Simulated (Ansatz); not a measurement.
The structure in question:

```cif
data_structure
_symmetry_space_group_name_H-M 'P 1'
_symmetry_Int_Tables_number 1
_cell_length_a 3.2972
_cell_length_b 3.2972
_cell_length_c 7.1843
_cell_angle_alpha 90.000
_cell_angle_beta 90.000
_cell_angle_gamma 120.000
_cell_volume 67.64
loop_
_atom_site_label
_atom_site_type_symbol
_atom_site_fract_x
_atom_site_fract_y
_atom_site_fract_z
_atom_site_occupancy
W1 W 0.00000 0.00000 0.00000 1
Se1 Se 0.33333 0.66667 0.23192 1
Se2 Se 0.33333 0.66667 0.76808 1
```

### Say what kind of structure these coordinates give.

The solid is WSe$_{2}$. It belongs to space group P-6m2 (No. 187) and has a primitive hexagonal lattice. Cell content 1 W, 2 Se; Z = 1. Each W atom is coordinated by six Se in a trigonal prismatic arrangement at 2.53 Å. The neighbours of Se are three W in a trigonal pyramidal arrangement at 2.53 Å. Not all metal-metal contacts are counted. The bonds build WSe2 layers parallel to (001).

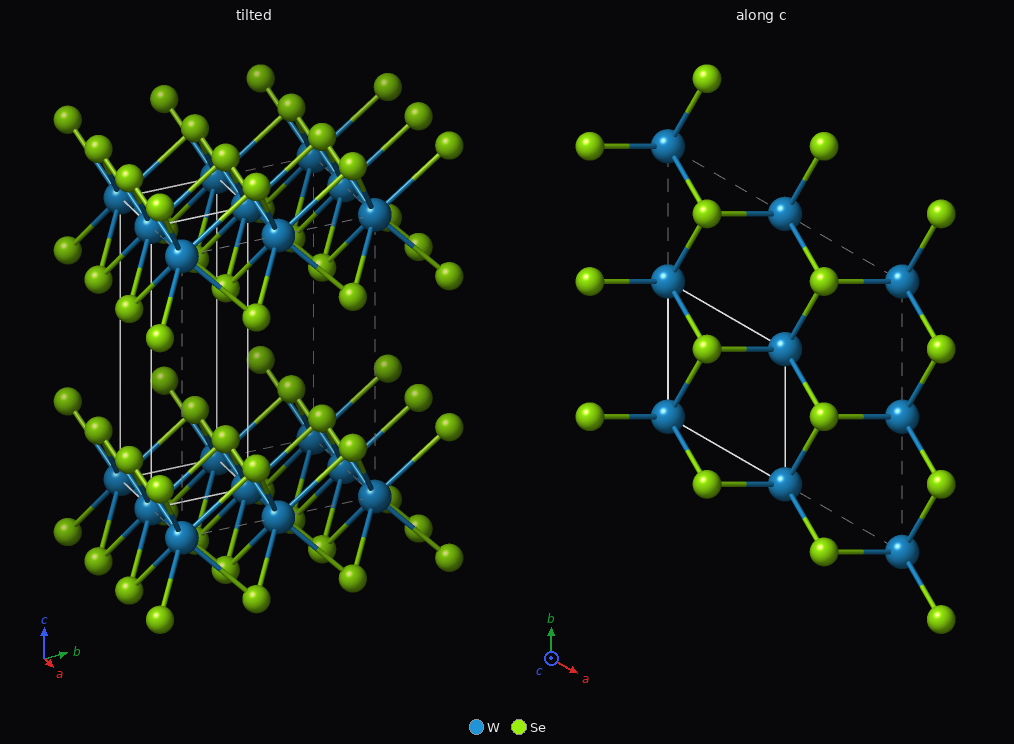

This ball-and-stick model is shown slightly off an axis and along the c axis. The drawing covers 2×2×1 cells, and the solid lines enclose one conventional unit cell. Some neighbours outside the box are added.

It goes back to a structure listed in the Materials Project. Earlier steps of the study may have refined or changed the cell and positions. It was the input of a calculation with Ansatz.

At this level of theory the cell isn't at rest (forces up to 1.3 eV/Å), so its distances can differ from those at equilibrium, the more so the softer the solid.
